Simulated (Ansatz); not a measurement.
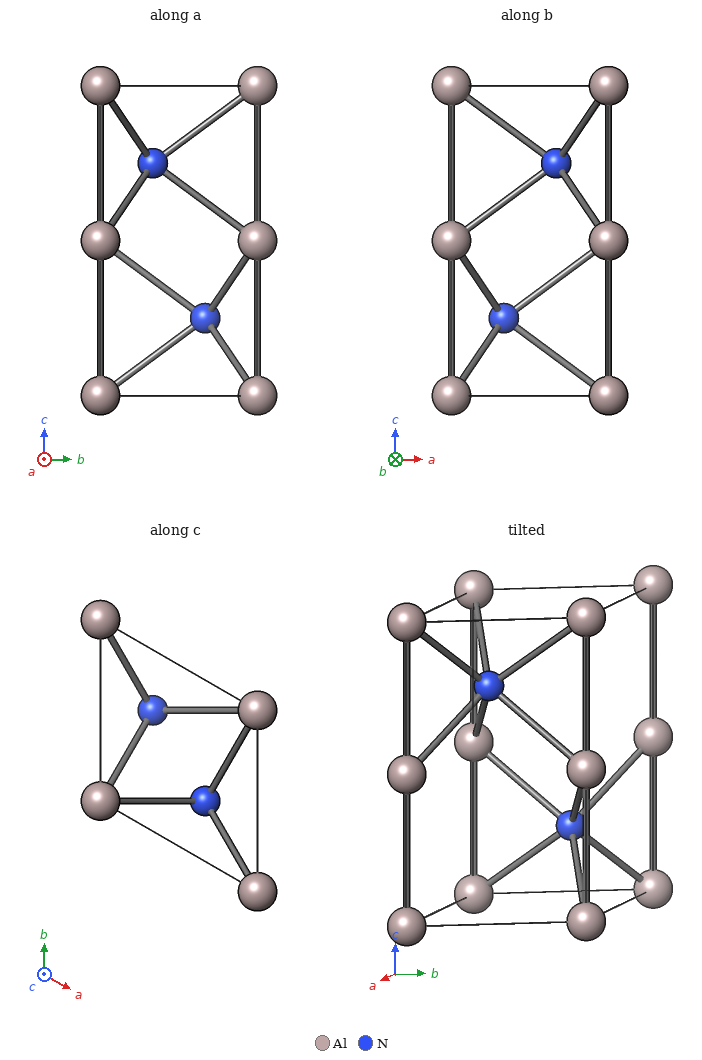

The crystal in a ball-and-stick representation, seen along the a axis, along the b axis, along the c axis and slightly off an axis. Thin lines show the conventional unit cell, with boundary atoms drawn in all their periodic places.

Lattice parameters: a = 2.7351 Å, b = 2.7351 Å, c = 4.6739 Å, α = 90.000°, β = 90.000°, γ = 120.000°.

Question: Convert the drawing into a CIF with its space group and independent sites.

Answer:
```cif
data_structure
_symmetry_space_group_name_H-M 'P 63/m m c'
_symmetry_Int_Tables_number 194
_cell_length_a 2.7351
_cell_length_b 2.7351
_cell_length_c 4.6739
_cell_angle_alpha 90.000
_cell_angle_beta 90.000
_cell_angle_gamma 120.000
_cell_volume 30.28
loop_
_atom_site_label
_atom_site_type_symbol
_atom_site_symmetry_multiplicity
_atom_site_Wyckoff_symbol
_atom_site_fract_x
_atom_site_fract_y
_atom_site_fract_z
_atom_site_occupancy
Al1 Al 2 a 0.0000 0.0000 0.0000 1
N1 N 2 c 0.3333 0.6667 0.2500 1
```

The structure was taken from a structure type filled with these elements by a generator (whether the compound takes this form wasn't checked). Earlier steps of the study may have refined or changed the cell and positions. An electronic-structure calculation with Ansatz was run on it.
